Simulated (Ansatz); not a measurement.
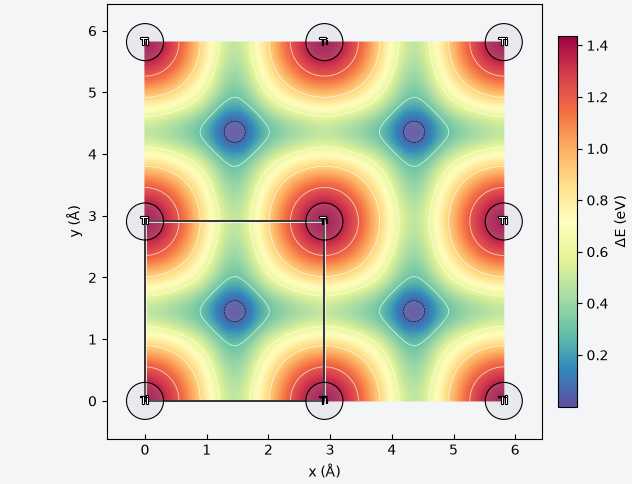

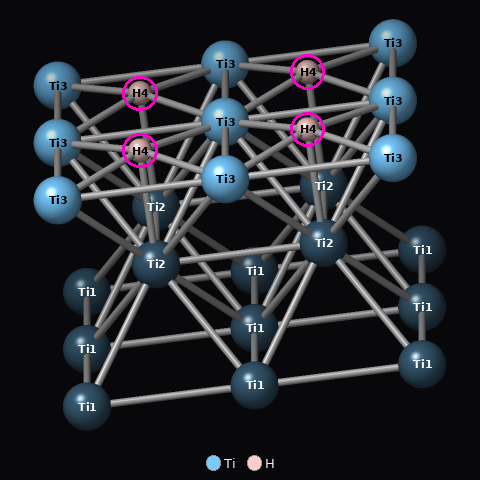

Energy landscape of H on a Ti(100) slab cut from the Fm-3m phase, its upper half relaxed before the scan (3 atoms of substrate and one adsorbate in a 1 × 1 cell). H is moved over the surface cell; relaxed at each place: the height of the adsorbate's atoms; substrate rigid; the origin of the map has the adsorbate above Ti3. Places are given modulo a cell vector. The map is drawn in real space over the plane of the surface. The grid has 6 × 6 points; 10 points were computed and 26 follow by symmetry. All energies are given in eV relative to the lowest grid point. With one adsorbate in each 1 × 1 cell, its nearest image is 2.9 Å away, so neighbouring adsorbates interact. All numbers below come from Ansatz 0.2.0, DFT PBE, scalar-relativistic, plane waves, PAW. Settings: cutoff 420 eV, k-mesh 9×9×1, gaussian smearing 0.1 eV, no spin polarisation.

Drawn: a smooth colour map with a few white contour lines, labelled circles for the atoms of the top layer and small ones for the second layer, the outline of one cell of the 2 × 2 shown. Between grid points the surface is interpolated. The second picture is the structure at the lowest point; rings mark the moved atoms.

Question: Describe this landscape.

Answer: The lowest grid point is at a fourfold hollow over a second-layer Ti atom, (3/6, 3/6) of the cell vectors. It is the only kind of minimum in the scanned range. The highest grid point, the top site over a surface Ti atom, (0/6, 0/6) of the cell vectors, lies 1.43 eV above the lowest. On the interpolated surface the easiest way out of the lowest well to its copy in the next cell or period passes a barrier of about 0.49 eV. At the lowest point the adsorbate has 5 Ti at 2.07 Å as nearest neighbours, at the highest 1 Ti at 1.74 Å. Its relaxed height above the top atom is 0.19 Å at the lowest and 1.74 Å at the highest point.

The whole map (10 points run) took 3.2 min on 1 thread of Intel(R) Xeon(R) Platinum 8488C (Sapphire Rapids), on a shared host.

PAW datasets: the set soft_1.
